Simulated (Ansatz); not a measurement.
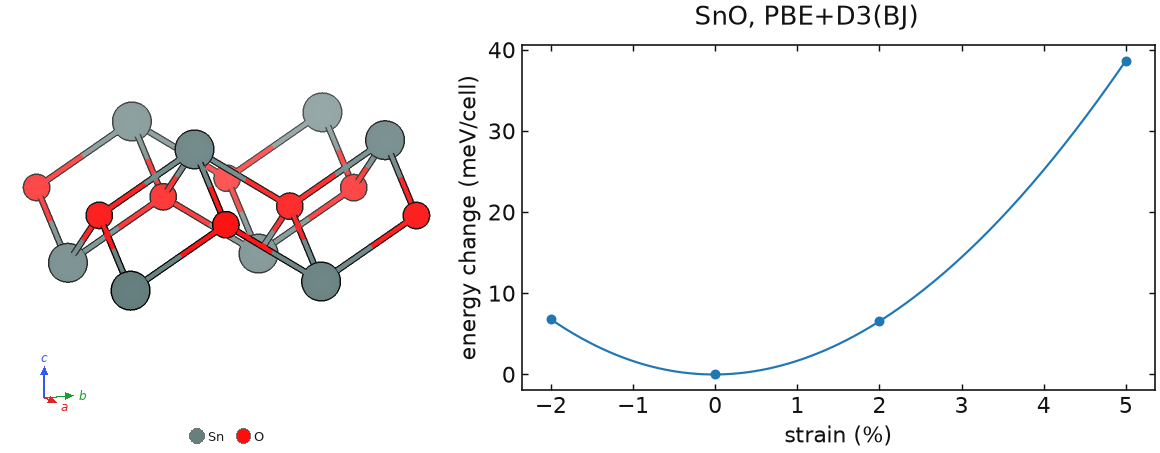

Calculation (Ansatz 0.2.0): a free-standing sheet under strain in its plane, atoms relaxed at each strain, energy counts from the given unstrained cell, the sheet is isolated along c, plane waves with PAW datasets, Γ-centred k mesh. Level: PBE with D3(BJ), no spin polarisation.

wave cutoff 420 eV; k mesh 6×6×1; occupations Gaussian; smearing width 0.02 eV; boundary isolated; strain kind along y.

The given structure:
```yaml
crystal:
  lattice:
    - [3.82060, 0.00000, 0.00000]
    - [0.00000, 3.82060, 0.00000]
    - [0.00000, 0.00000, 30.63490]
  atoms:
    - { symbol: Sn, position: [0.75000, 0.25000, 0.46142] }
    - { symbol: O, position: [0.25000, 0.25000, 0.50000] }
    - { symbol: O, position: [0.75000, 0.75000, 0.50000] }
    - { symbol: Sn, position: [0.25000, 0.75000, 0.53858] }
```

**Figure.** Energy change against strain for SnO (a slab or sheet, periodic in two directions). The slab (repeated in the plane, vacuum cut away) is drawn beside the plot.

The energy rises on both sides of the starting structure, which is therefore a minimum along this path. The energy change is 6.80 meV/cell at strain −2 % and 38.69 meV/cell at 5 %; the lowest computed point is at strain 0 % (0.00 meV/cell), and no other minimum shows among the points.

Limits of the calculation: structure snapped to symmetry; xc potential rough in thin density.

One of the inputs:
```
crystal:
  lattice:
    - [3.820559223, -1.47167e-05, 0.0]
    - [1.45033e-05, 3.8969704075, 0.0]
    - [0.0, 0.0, 30.6349243709]
  atoms:
    - { symbol: Sn, position: [0.7499972411, 0.2500027589, 0.4614157248] }
    - { symbol: O, position: [0.2499972411, 0.2500027589, 0.5] }
    - { symbol: O, position: [0.7499972411, 0.7500027589, 0.5] }
    - { symbol: Sn, position: [0.2499972411, 0.7500027589, 0.5385842752] }
  periodic: [true, true, false]
basis:
  ecutwfc: 420
kpoints:
  mp_grid: { grid: [6, 6, 1] }
  band_path:
    path:
      - [0, 0, 0]
      - [0.5, 0, 0]
      - [0.5, 0.5, 0]
      - [0, 0.5, 0]
      - [0, 0, 0]
      - [0.5, 0.5, 0]
    npoints: 8
hamiltonian:
  xc: pbe
  dispersion: d3bj
scf:
  occupations: { method: gaussian, width: 0.02 }
output:
  forces: true
  stress: true
  eigenvalues: true
  write_density: true
  write_potential: true
  elf: true
  volumetric_format: npy
relax:
  adjacent_minimum: "off"
  f_tol: 0.01
  max_steps: 40
```

Command:
```bash
ansatz run input.yaml --threads 2 --pin off --max-ram 5120MiB --backend cpu --events-out ev --progress --plain --runs-dir out
```
